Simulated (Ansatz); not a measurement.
## What a change does: single-point calculation on Al

System: Al (C2/m, 6 atoms in the cell).
Method of run A: DFT PBEsol+D3(BJ), scalar-relativistic, plane waves, PAW, PAW set soft_1, no spin polarisation (Ansatz 0.2.0).

The structure derives from a Materials Project entry. Text and figures count atoms from 1; the logs count them from 0 in places.

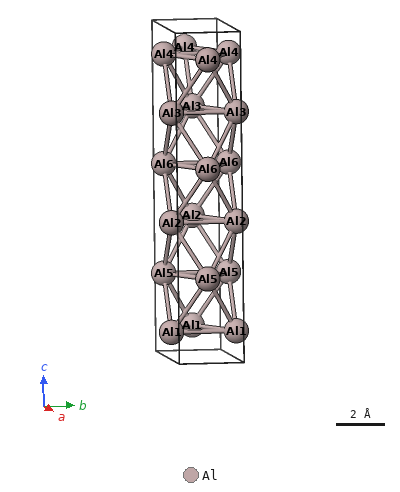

Fig. 1: The structure as given in the input (ball-and-stick view of the cell 2 times as large as that of the calculation, set on its symmetry axes, seen slightly off an axis; atoms are numbered from 1 in the order of the input). An atom can appear more than once, as a periodic image. Near neighbours in the periodic cell (some may lie outside the picture): Al has 10 Al at 2.46 to 2.83 Å; Al has 12 Al at 2.79 to 2.83 Å.

## The input, run A
```yaml
crystal:
  lattice:
    - [-2.7899121276, 0.0, 0.0]
    - [-1.3949560638, -2.4161347768, 0.0]
    - [-2.0924340957, -2.0134456473, 13.9412785744]
  atoms:
    - { symbol: Al, position: [0.6388833333, 0.5972083333, 0.08335] }
    - { symbol: Al, position: [0.5277722222, 0.3194305556, 0.4166833333] }
    - { symbol: Al, position: [0.4166611111, 0.0416527778, 0.7500166667] }
    - { symbol: Al, position: [0.0277722222, -0.4305694444, 0.9166833333] }
    - { symbol: Al, position: [0.2499944444, 0.1249861111, 0.2500166667] }
    - { symbol: Al, position: [0.1388833333, -0.1527916667, 0.58335] }
basis:
  ecutwfc: 420
kpoints:
  mp_grid: { grid: [18, 18, 4] }
hamiltonian:
  xc: pbesol
  pseudopotentials: { kind: paw, azcp: { folder: soft_1 } }
  dispersion: d3bj
scf:
  occupations: { method: gaussian, width: 0.15 }
output:
  forces: true
  stress: true
  eigenvalues: true
  write_density: true
  write_potential: true
  elf: true
  volumetric_format: npy
```

Launched with:
```bash
ansatz run input.yaml --threads 2 --pin off --max-ram 4096MiB --backend cpu --events-out ev --progress --plain --runs-dir out
```

Hardware: 2 threads of Arm Neoverse N1, 98 GiB of memory available, shared host.

## Output, shortened to warnings, some set-up lines, iterations and results (run A)
```
Warning: [file] the record states the generating functional pbe (its physics header spells it `PBE`), which answers neither for hamiltonian.xc's functional nor for the pbesol family's — results may be inconsistent (PPs are generated against a specific XC)
Warning: crystal.symmetry: narrowed to the stabiliser of the k-point mesh — unitary ops 4 → 2; excluded 2 operations that carry a point of the 18×18×4 mesh (shift [0, 0, 0]) off the mesh (the run samples exactly the mesh kpoints.mp_grid names, as under crystal.symmetry.detect: false, and its converged state has the mesh's symmetry, not the crystal's; ε∞, the Born charges and the force constants …
Basis set: ecut = 420 eV, 1847 PW (Γ), exchange–correlation on 40×40×192 points (8 copies of the dense FFT grid, shifted against one another)
Symmetry: 2 space group operations
k-points: 652 of 1296
Initial density: superposition of atomic densities (chi_scale 0.1, normalization cell)
[...]
SCF iter   1: F=—  HF=-3149.191402 eV  |F-HF|=—  |Δ(HF+E_count)|=         —  Δρ=2.36e-2  dr2=5.81e-1  ethr=3.10e-3  ⟨swp⟩=6.3  Hψ=62478  notcnv=0
SCF iter   2: F=—  HF=-3149.016611 eV  |F-HF|=—  |Δ(HF+E_count)|=   1.75e-1  Δρ=1.54e-2  dr2=2.59e-1  ethr=3.10e-3  ⟨swp⟩=1.0  Hψ=14996  notcnv=0  defer=3
SCF iter   3: F=—  HF=-3148.872426 eV  |F-HF|=—  |Δ(HF+E_count)|=   1.44e-1  Δρ=1.27e-3  dr2=5.73e-2  ethr=1.44e-3  ⟨swp⟩=1.4  Hψ=9577  notcnv=0  defer=6
SCF iter   4: F=—  HF=-3148.870171 eV  |F-HF|=—  |Δ(HF+E_count)|=   2.26e-3  Δρ=6.31e-4  dr2=1.34e-2  ethr=3.18e-4  ⟨swp⟩=1.2  Hψ=9365  notcnv=0  defer=6
SCF iter   5: F=—  HF=-3148.869481 eV  |F-HF|=—  |Δ(HF+E_count)|=   6.89e-4  Δρ=2.49e-4  dr2=1.25e-3  ethr=7.47e-5  ⟨swp⟩=1.0  Hψ=9080  notcnv=0  defer=6
SCF iter   6: F=—  HF=-3148.869379 eV  |F-HF|=—  |Δ(HF+E_count)|=   1.03e-4  Δρ=5.73e-5  dr2=4.13e-5  ethr=6.96e-6  ⟨swp⟩=1.1  Hψ=9588  notcnv=0  defer=6
SCF iter   7: F=—  HF=-3148.869419 eV  |F-HF|=—  |Δ(HF+E_count)|=   3.99e-5  Δρ=1.82e-5  dr2=2.43e-6  ethr=2.29e-7  ⟨swp⟩=1.3  Hψ=10823  notcnv=0  defer=695
SCF iter   8: F=-3148.869418 eV  HF=-3148.869418 eV  |F-HF|=6.68e-8  |Δ(HF+E_count)|=   3.21e-7  Δρ=6.40e-6  dr2=9.53e-8  ethr=5.56e-10  ⟨swp⟩=8.6  Hψ=60846  notcnv=0
SCF 1 converged in 8 iterations: F = -3148.869418 eV  dr2 = 9.53e-8
SCF converged after 8 iterations
Free energy (F): -3148.869418 eV
Harris-Foulkes:  -3148.869418 eV  (|F-HF|=6.68e-8)
Internal energy: -3148.842717 eV  (E = F + TS)
E sigma→0 (E₀):  -3148.856068 eV
Entropy (-TS):   -0.026701 eV (-4.450 meV/atom)
Fermi energy:    8.396256 eV
--- Per-component energies (eV) ---
  E_band       = 69.501633
  E_kinetic    = 140.159976
  E_local      = 66.238264  (includes V_loc(G=0)·N_el)
  E_nonlocal   = 61.989383
  E_hartree    = 0.689190
  E_xc         = -226.741862
  E_vxc        = -178.966029  (∫ρ·V_xc dr)
  E_paw        = -2740.940244  (= ΣΔE_a)
  E_vpaw       = -21.298349  (= ΣTr[D̂ρ^β])
  E_aug_tail   = -0.000019  (compensation charges beyond the density's cutoff)
  E_ewald      = -448.343365
  E_disp       = -2.008875  (pairwise vdW)
  E_core_change = 0.114834  (= ΣΔE_core)
  E_smearing   = -0.026701  (= −TS)
  E_closure    = 0.000000  (closes the sum)
  Σ components = -3148.869418   (vs F -3148.869418, Δ=0.00e0)
--- Forces (eV/Å), atoms counted from 1 ---
  atom   1  Al     0.46991995    -0.26990039     0.88940706
  atom   2  Al     0.01137663    -0.00531080     0.01164303
  atom   3  Al     0.03533821    -0.01821044     0.02437644
  atom   4  Al    -0.46991995     0.26990039    -0.88940706
  atom   5  Al    -0.03533821     0.01821044    -0.02437644
  atom   6  Al    -0.01137663     0.00531080    -0.01164303
  max |Σ_I F_I| component: 1.01e-16 eV/Å
--- Stress (GPa, compression-positive) ---
        0.602803      -0.187135       1.823555
       -0.187135       0.579133      -0.928523
        1.823555      -0.928523       2.636979
  P = ⅓ Tr σ = 1.2730 GPa (12.730 kbar)
```

The input of run B differs as follows (lines with − go, lines with + come):
```diff
-    - [-2.0924340957, -2.0134456473, 13.9412785744]
+    - [-2.324926773, -1.6107565179, 13.9412785744]
-    - { symbol: Al, position: [0.6388833333, 0.5972083333, 0.08335] }
-    - { symbol: Al, position: [0.5277722222, 0.3194305556, 0.4166833333] }
-    - { symbol: Al, position: [0.4166611111, 0.0416527778, 0.7500166667] }
-    - { symbol: Al, position: [0.0277722222, -0.4305694444, 0.9166833333] }
-    - { symbol: Al, position: [0.2499944444, 0.1249861111, 0.2500166667] }
-    - { symbol: Al, position: [0.1388833333, -0.1527916667, 0.58335] }
+    - { symbol: Al, position: [0.6249916667, 0.6111, 0.08335] }
+    - { symbol: Al, position: [0.458325, 0.3888777778, 0.4166833333] }
+    - { symbol: Al, position: [0.2916583333, 0.1666555556, 0.7500166667] }
+    - { symbol: Al, position: [-0.1250083333, -0.2777888889, 0.9166833333] }
+    - { symbol: Al, position: [0.208325, 0.1666555556, 0.2500166667] }
+    - { symbol: Al, position: [0.0416583333, -0.0555666667, 0.58335] }
```

Predict how the results change.

With the same functional and potentials, run B lies 29.9 meV per atom higher. The pressure goes from 1.27 to 2.24 GPa. The largest force goes from 1.041 to 1.709 eV/Å. The SCF takes 9 iterations against 8. The plane waves at Γ go from 1847 to 1857.

## Output, shortened to warnings, some set-up lines, iterations and results (run B)
```
Warning: [file] the record states the generating functional pbe (its physics header spells it `PBE`), which answers neither for hamiltonian.xc's functional nor for the pbesol family's — results may be inconsistent (PPs are generated against a specific XC)
Basis set: ecut = 420 eV, 1857 PW (Γ), exchange–correlation on 40×40×192 points (8 copies of the dense FFT grid, shifted against one another)
Symmetry: 2 space group operations
k-points: 652 of 1296
Initial density: superposition of atomic densities (chi_scale 0.1, normalization cell)
[...]
SCF iter   1: F=—  HF=-3149.016894 eV  |F-HF|=—  |Δ(HF+E_count)|=         —  Δρ=2.38e-2  dr2=6.62e-1  ethr=3.10e-3  ⟨swp⟩=6.4  Hψ=63120  notcnv=0  defer=3
SCF iter   2: F=—  HF=-3148.838540 eV  |F-HF|=—  |Δ(HF+E_count)|=   1.78e-1  Δρ=1.55e-2  dr2=3.11e-1  ethr=3.10e-3  ⟨swp⟩=1.0  Hψ=14996  notcnv=0  defer=6
SCF iter   3: F=—  HF=-3148.697681 eV  |F-HF|=—  |Δ(HF+E_count)|=   1.41e-1  Δρ=2.15e-3  dr2=1.69e-1  ethr=1.73e-3  ⟨swp⟩=1.8  Hψ=10493  notcnv=0  defer=8
SCF iter   4: F=—  HF=-3148.690569 eV  |F-HF|=—  |Δ(HF+E_count)|=   7.11e-3  Δρ=5.43e-4  dr2=5.49e-3  ethr=9.40e-4  ⟨swp⟩=1.1  Hψ=9173  notcnv=0  defer=11
SCF iter   5: F=—  HF=-3148.690016 eV  |F-HF|=—  |Δ(HF+E_count)|=   5.53e-4  Δρ=2.61e-4  dr2=4.05e-4  ethr=3.05e-5  ⟨swp⟩=1.2  Hψ=10069  notcnv=0  defer=36
SCF iter   6: F=—  HF=-3148.689922 eV  |F-HF|=—  |Δ(HF+E_count)|=   9.38e-5  Δρ=6.88e-5  dr2=1.48e-5  ethr=2.25e-6  ⟨swp⟩=2.0  Hψ=12238  notcnv=0  defer=38
SCF iter   7: F=—  HF=-3148.689954 eV  |F-HF|=—  |Δ(HF+E_count)|=   3.17e-5  Δρ=3.46e-5  dr2=5.31e-6  ethr=8.20e-8  ⟨swp⟩=2.0  Hψ=12742  notcnv=0  defer=689
SCF iter   8: F=—  HF=-3148.689953 eV  |F-HF|=—  |Δ(HF+E_count)|=   9.73e-7  Δρ=1.17e-5  dr2=1.88e-7  ethr=2.95e-8  ⟨swp⟩=1.8  Hψ=11696  notcnv=0  defer=689
SCF iter   9: F=-3148.689953 eV  HF=-3148.689953 eV  |F-HF|=3.41e-9  |Δ(HF+E_count)|=   1.59e-8  Δρ=2.61e-6  dr2=6.74e-9  ethr=5.56e-10  ⟨swp⟩=9.3  Hψ=55218  notcnv=0
SCF 1 converged in 9 iterations: F = -3148.689953 eV  dr2 = 6.74e-9
SCF converged after 9 iterations
Free energy (F): -3148.689953 eV
Harris-Foulkes:  -3148.689953 eV  (|F-HF|=3.41e-9)
Internal energy: -3148.663183 eV  (E = F + TS)
E sigma→0 (E₀):  -3148.676568 eV
Entropy (-TS):   -0.026770 eV (-4.462 meV/atom)
Fermi energy:    8.378110 eV
--- Per-component energies (eV) ---
  E_band       = 69.400211
  E_kinetic    = 140.355628
  E_local      = 65.661205  (includes V_loc(G=0)·N_el)
  E_nonlocal   = 62.373608
  E_hartree    = 0.730353
  E_xc         = -226.811934
  E_vxc        = -179.035262  (∫ρ·V_xc dr)
  E_paw        = -2741.067011  (= ΣΔE_a)
  E_vpaw       = -21.415612  (= ΣTr[D̂ρ^β])
  E_aug_tail   = -0.000019  (compensation charges beyond the density's cutoff)
  E_ewald      = -448.011175
  E_disp       = -2.008674  (pairwise vdW)
  E_core_change = 0.114834  (= ΣΔE_core)
  E_smearing   = -0.026770  (= −TS)
  E_closure    = 0.000000  (closes the sum)
  Σ components = -3148.689953   (vs F -3148.689953, Δ=0.00e0)
--- Forces (eV/Å), atoms counted from 1 ---
  atom   1  Al     0.51826234     0.00803308     1.62895942
  atom   2  Al     0.01240779     0.00013319     0.01606733
  atom   3  Al     0.02050778    -0.01015868     0.04391204
  atom   4  Al    -0.51826234    -0.00803308    -1.62895942
  atom   5  Al    -0.02050778     0.01015868    -0.04391204
  atom   6  Al    -0.01240779    -0.00013319    -0.01606733
  max |Σ_I F_I| component: 1.60e-16 eV/Å
--- Stress (GPa, compression-positive) ---
        0.765706      -0.323269       2.170976
       -0.323269       0.549893       0.167492
        2.170976       0.167492       5.405713
  P = ⅓ Tr σ = 2.2404 GPa (22.404 kbar)
```

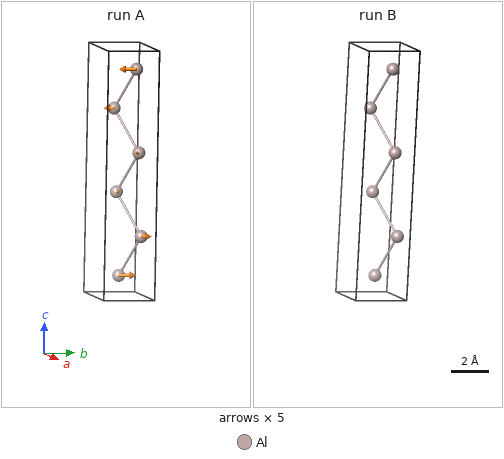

Fig. 2: The two input geometries at one scale (ball-and-stick view of the reduced cell, seen slightly off an axis). The orange arrows on the first give the shifts of the atoms relative to the cell, with their mean removed, magnified 5 times. The largest moves relative to the cell, 0.19 Å, are those of Al atoms. (The mean shift of all atoms is removed.) The drawn cell changes at constant volume: a = b stay at 2.790 Å, c 13.965 → 13.995 Å (+0.2 %), α 87.1° → 85.2°, β 87.1° → 86.2°. Among the contacts that change: Al–Al 2.459 → 2.370 Å.

## The two runs side by side

| quantity | run A | run B |
| --- | --- | --- |
| outcome | converged | converged |
| free energy per atom (eV) | −524.8116 | −524.7817 |
| energy per atom, smearing taken to zero (eV) | −524.8093 | −524.7794 |
| gap on the mesh (eV) | 0.00 | 0.00 |
| pressure (GPa) | 1.27 | 2.24 |
| largest force (eV/Å) | 1.041 | 1.709 |
| SCF iterations | 8 | 9 |
| irreducible k-points | 652 | 652 |
| plane waves at Γ | 1847 | 1857 |
| wall time (shared host) | 62 s | 64 s |

For run A: Warnings: the PAW datasets were made with another functional; the k-point mesh lowers the symmetry that the run can use. For run B: Warnings: the PAW datasets were made with another functional.
